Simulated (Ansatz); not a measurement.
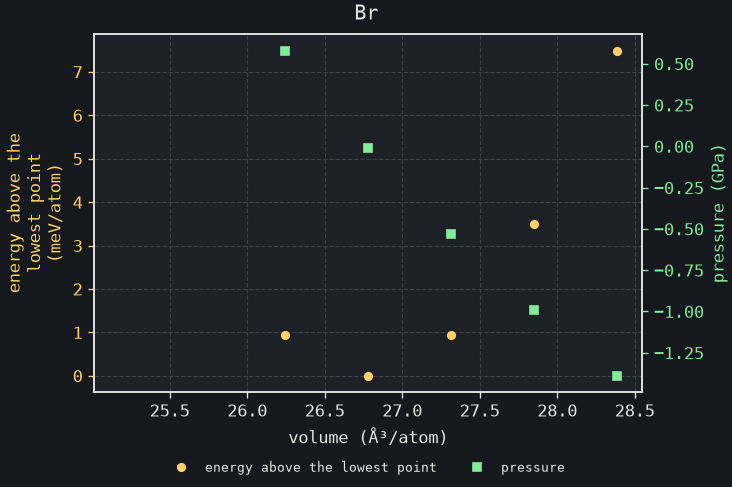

The picture above shows the energy above the lowest point and pressure against volume for Br, space group Im-3m (No. 229) (one of a set of cubic test structures, which need not be the stable phase).

Calculation (Ansatz 0.2.0 development build): equation of state of a cubic crystal from periodic Kohn-Sham density functional theory without spin, third-order Birch-Murnaghan fit to the free energies; pressure corrected for the finite basis. Level: PBE.

- structure type: bcc
- atoms in cell: 1
- space group number: 229
- lattice centring: body-centred primitive
- k mesh: 41×41×41
- occupation method: Fermi–Dirac
- occupation width: 0.06123 eV
- wave cutoff: 420 eV
- datasets: soft-1 PAW
- density tolerance: 1e−07 eV
- bands: 8
- density cutoff ratio: 4
- search for lower states: default

The points at volume 25.17 Å³/atom and 25.71 Å³/atom are left out of the plot. What values does the calculation give there?

| volume (Å³/atom) | energy above the lowest point (meV/atom) | pressure (GPa) |
| --- | --- | --- |
| 25.17 | 9.471 | 2.032 |
| 25.71 | 3.994 | 1.261 |

Keep in mind: cubic model structure, not the ambient form.
